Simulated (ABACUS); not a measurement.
## Run report: TiO2, band-structure run (part 2 of 2)

The same run, continued: TiO2 (I4₁/amd, 6 atoms in the cell); Kohn-Sham DFT of a periodic cell, r2SCAN, SG15 ONCV 1.2 PBE, no spin polarisation (ABACUS 3.10.1); cutoff 1319.75 eV, fermi-dirac of 0.05 eV. The structure derives from an entry of the Crystallography Open Database. It belongs to a series of runs on one base structure; here: bands on the converged density.

Geometry of the input (Å; fractional positions):
```
-1.8921  1.8921  4.7573
1.8921  -1.8921  4.7573
1.8921  1.8921  -4.7573
Ti 0.7500  0.2500  0.5000
Ti 0.0000  0.0000  0.0000
O  0.7919  0.7919  0.0000
O  0.5419  0.0419  0.5000
O  0.9581  0.4581  0.5000
O  0.2081  0.2081  0.0000
```

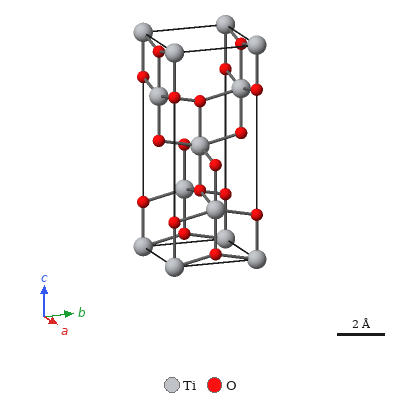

*The structure as given in the input (ball-and-stick view of the cell 2 times as large as that of the calculation, set on its symmetry axes, seen slightly off an axis). An atom can appear more than once, as a periodic image.*

**What the program printed, continued**
```
 Density error is 0.00000000000
                          Error Threshold = 1.00000000000e-07
----------------------------------------------------------
     Energy           Rydberg                 eV
----------------------------------------------------------
 E_KohnSham     -359.5556202038      -4892.0051826962
 E_KS(sigma->0) -359.5556202038      -4892.0051826961
 E_Harris       -359.5556202038      -4892.0051826962
 E_band         -37.2161753329       -506.3520422943
 E_one_elec     -157.1706166930      -2138.4159451987
 E_Hartree      98.7834229508        1344.0174200750
 E_xc           -56.9915571179       -775.4099146965
 E_Ewald        -244.1768693437      -3322.1967428758
 E_entropy(-TS) -0.0000000000        -0.0000000000
 E_descf        0.0000000000         0.0000000000
 E_exx          0.0000000000         0.0000000000
 E_Fermi        0.6078420786         8.2701157528
----------------------------------------------------------

 charge density convergence is achieved
 final etot is -4892.0051827 eV
 EFERMI = 8.2701157528 eV

 STATE ENERGY(eV) AND OCCUPATIONS    NSPIN == 1
 1/17 kpoint (Cartesian) = 0.0000 0.0000 0.0000 (7413 pws)
       1       -51.8960      0.0294118
       2       -51.8369      0.0294118
       3       -27.1399      0.0294118
       4       -26.8936      0.0294118
       5       -26.8936      0.0294118
       6       -26.8225      0.0294118
       7       -26.8225      0.0294118
       8       -26.7418      0.0294118
       9       -11.7799      0.0294118
      10       -10.7789      0.0294118
      11       -10.6319      0.0294118
      12       -10.2992      0.0294118
      13        3.05657      0.0294118
      14        3.18659      0.0294118
      15        3.18659      0.0294118
      16        3.56135      0.0294118
      17        4.97734      0.0294118
      18        4.97734      0.0294118
      19        4.99805      0.0294118
      20        6.30045      0.0294118
      21        6.32198      0.0294118
      22        6.32198      0.0294118
      23        6.62191      0.0294118
      24        6.62191      0.0294118
      25        9.76889    2.82053e-15
      26        10.5426    5.36887e-22
      27        11.6670    9.18688e-32
      28        11.6670    9.18688e-32
      29        11.7017    4.59708e-32
      30        11.7017    4.59707e-32
      31        12.7444    4.02969e-41
      32        13.0341    1.22764e-43
      33        13.0550    8.08990e-44
      34        14.0124    3.90230e-52
      35        15.2045    1.72792e-62

 2/17 kpoint (Cartesian) = 0.022021 -0.022021 0.0000 (7410 pws)
       1       -51.8946      0.0294118
       2       -51.8376      0.0294118
       3       -27.1395      0.0294118
       4       -26.9079      0.0294118
       5       -26.8984      0.0294118
       6       -26.8302      0.0294118
       7       -26.8226      0.0294118
       8       -26.7384      0.0294118
       9       -11.7123      0.0294118
      10       -10.7370      0.0294118
      11       -10.6027      0.0294118
      12       -10.2787      0.0294118
      13        3.02946      0.0294118
      14        3.04261      0.0294118
      15        3.10145      0.0294118
      16        3.57032      0.0294118
      17        4.83900      0.0294118
      18        5.04530      0.0294118
      19        5.08378      0.0294118
      20        6.14939      0.0294118
      21        6.16236      0.0294118
      22        6.28742      0.0294118
      23        6.31808      0.0294118
      24        6.71474      0.0294118
      25        10.0667    7.31000e-18
      26        10.5904    2.06263e-22
      27        11.3426    6.04390e-29
      28        11.5395    1.17803e-30
      29        11.5577    8.19050e-31
      30        11.6692    8.79223e-32
      31        13.1498    1.21362e-44
      32        13.1582    1.02589e-44
      33        13.4063    7.17722e-47
      34        14.1307    3.66400e-53
      35        15.4659    9.26760e-65

 3/17 kpoint (Cartesian) = 0.044043 -0.044043 0.0000 (7416 pws)
       1       -51.8909      0.0294118
       2       -51.8397      0.0294118
       3       -27.1385      0.0294118
       4       -26.9437      0.0294118
       5       -26.9114      0.0294118
       6       -26.8513      0.0294118
       7       -26.8218      0.0294118
       8       -26.7336      0.0294118
       9       -11.5212      0.0294118
      10       -10.6252      0.0294118
      11       -10.5206      0.0294118
      12       -10.2234      0.0294118
      13        2.69982      0.0294118
      14        2.89467      0.0294118
      15        2.99938      0.0294118
      16        3.62743      0.0294118
      17        4.51464      0.0294118
      18        5.01456      0.0294118
      19        5.17929      0.0294118
      20        5.57166      0.0294118
      21        5.70357      0.0294118
      22        5.91554      0.0294118
      23        6.41596      0.0294118
      24        6.83097      0.0294118
      25        10.6414    7.44775e-23
      26        10.6998    2.31543e-23
      27        10.9164    3.04416e-25
      28        11.3645    3.90180e-29
      29        11.4034    1.79046e-29
      30        11.7418    2.06157e-32
      31        13.3447    2.46390e-46
      32        13.9272    2.14668e-51
      33        14.0087    4.20754e-52
      34        14.3928    1.93902e-55
      35        16.1559    9.41080e-71

 4/17 kpoint (Cartesian) = 0.066064 -0.066064 0.0000 (7404 pws)
       1       -51.8850      0.0294118
       2       -51.8433      0.0294118
       3       -27.1366      0.0294118
       4       -26.9892      0.0294118
       5       -26.9283      0.0294118
       6       -26.8805      0.0294118
       7       -26.8174      0.0294118
       8       -26.7340      0.0294118
       9       -11.2401      0.0294118
      10       -10.4821      0.0294118
      11       -10.4015      0.0294118
      12       -10.1509      0.0294118
      13        2.39711      0.0294118
      14        2.67036      0.0294118
      15        2.92254      0.0294118
      16        3.77838      0.0294118
      17        4.18089      0.0294118
      18        4.48601      0.0294118
      19        4.70599      0.0294118
      20        5.03554      0.0294118
      21        5.20083      0.0294118
      22        6.12600      0.0294118
      23        6.46144      0.0294118
      24        6.86018      0.0294118
      25        10.6653    4.61479e-23
      26        10.7924    3.63442e-24
      27        11.1882    1.32641e-27
      28        11.4144    1.43612e-29
      29        11.4346    9.59675e-30
      30        12.0147    8.78079e-35
      31        13.5537    3.76814e-48
      32        14.4933    2.59731e-56
      33        14.6134    2.35116e-57
      34        14.6611    9.05612e-58
      35        17.1286    3.34680e-79

 5/17 kpoint (Cartesian) = 0.088086 -0.088086 0.0000 (7398 pws)
       1       -51.8778      0.0294118
       2       -51.8482      0.0294118
       3       -27.1325      0.0294118
       4       -27.0351      0.0294118
       5       -26.9435      0.0294118
       6       -26.9105      0.0294118
       7       -26.8074      0.0294118
       8       -26.7417      0.0294118
       9       -10.9211      0.0294118
      10       -10.3642      0.0294118
      11       -10.2697      0.0294118
      12       -10.0863      0.0294118
      13        2.24224      0.0294118
      14        2.52840      0.0294118
      15        2.82050      0.0294118
      16        3.75601      0.0294118
      17        3.89756      0.0294118
      18        4.00204      0.0294118
      19        4.10429      0.0294118
      20        4.39235      0.0294118
      21        4.97695      0.0294118
      22        6.12568      0.0294118
      23        6.50907      0.0294118
      24        7.00282      0.0294118
      25        10.7467    9.06104e-24
      26        10.9788    8.72680e-26
      27        11.1709    1.87518e-27
      28        11.4952    2.85809e-30
      29        12.0042    1.08212e-34
      30        12.3398    1.31820e-37
      31        13.7795    4.11846e-50
      32        14.6745    6.93552e-58
      33        14.8134    4.30424e-59
      34        15.1699    3.44655e-62
      35        18.2510    5.96736e-89

 6/17 kpoint (Cartesian) = 0.11011 -0.11011 0.0000 (7418 pws)
       1       -51.8698      0.0294118
       2       -51.8545      0.0294118
       3       -27.1229      0.0294118
       4       -27.0748      0.0294118
       5       -26.9518      0.0294118
       6       -26.9350      0.0294118
       7       -26.7920      0.0294118
       8       -26.7558      0.0294118
       9       -10.6270      0.0294118
      10       -10.3300      0.0294118
      11       -10.1532      0.0294118
      12       -10.0558      0.0294118
      13        2.29594      0.0294118
      14        2.54270      0.0294118
      15        2.72196      0.0294118
      16        3.17731      0.0294118
      17        3.43791      0.0294118
      18        3.47522      0.0294118
      19        4.22986      0.0294118
      20        4.49330      0.0294118
      21        4.67293      0.0294118
      22        5.58004      0.0294118
      23        6.85498      0.0294118
      24        7.11440      0.0294118
      25        10.8866    5.51792e-25
      26        11.1314    4.12839e-27
      27        11.2738    2.39315e-28
      28        11.5482    9.88650e-31
      29        12.4246    2.41408e-38
      30        12.5740    1.21828e-39
      31        14.0440    2.07696e-52
      32        14.5627    6.48227e-57
      33        15.0522    3.63090e-61
      34        15.3603    7.65708e-64
      35        19.4018        0.00000

[... levels at 11 further k points ...]

 --------------------------------------------
 !FINAL_ETOT_IS -4892.005182696162 eV
 --------------------------------------------

 Output bands in file: OUT.TiO2/BANDS_1.dat
```

**Standard output**
```
ABACUS v3.10.1

               Atomic-orbital Based Ab-initio Computation at UStc

 dft_functional readin is: MGGA_X_R2SCAN+MGGA_C_R2SCAN
 dft_functional in pseudopot file is: PBE
 Please make sure this is what you need
 dft_functional readin is: MGGA_X_R2SCAN+MGGA_C_R2SCAN
 dft_functional in pseudopot file is: PBE
 Please make sure this is what you need

%%%%%%%%%%%%%%%%%%%%%%%%%%%%%%%%%%%%%%%%%%%%%%%%%%%%%%%%%%%%%%%%%%%%%%%%%%%%%%%%%%%%%%%%%%%%%%%%%%%%%%%%%
 Warning: the number of valence electrons in pseudopotential > 4 for Ti: [Ar] 3d2 4s2
 Pseudopotentials with additional electrons can yield (more) accurate outcomes, but may be less efficient.
 If you're confident that your chosen pseudopotential is appropriate, you can safely ignore this warning.
%%%%%%%%%%%%%%%%%%%%%%%%%%%%%%%%%%%%%%%%%%%%%%%%%%%%%%%%%%%%%%%%%%%%%%%%%%%%%%%%%%%%%%%%%%%%%%%%%%%%%%%%%

 UNIFORM GRID DIM        : 72 * 72 * 72
 UNIFORM GRID DIM(BIG)   : 72 * 72 * 72
func,idMGGA_X_R2SCAN 497
func,idMGGA_C_R2SCAN 498
 ---------------------------------------------------------
 ---------------------------------------------------------
 SPIN    KPOINTS         PROCESSORS  THREADS
 1       68              4           4
 ---------------------------------------------------------
 Use plane wave basis
 ---------------------------------------------------------
 ELEMENT NATOM       XC
 Ti      2
 O       4
 ---------------------------------------------------------
 Initial plane wave basis and FFT box
 ---------------------------------------------------------
 -------------------------------------------
 NONSELF-CONSISTENT :
 -------------------------------------------
 START CHARGE      : file
 ITER       ETOT/eV          EDIFF/eV         DRHO         DKIN     TIME/s
 DA1     -4.89200518e+03   0.00000000e+00   0.0000e+00   0.0000e+00 174.19
```

**Results in brief**

```csv
quantity,value
outcome,converged
space group (tolerance 0.01 Å),I4₁/amd (141)
electrons treated,48
Fermi energy,8.787 eV
gap on the band path,2.65 eV
wall time,2.9 min (CPU time 12 min)
peak memory,1.1 GiB
```
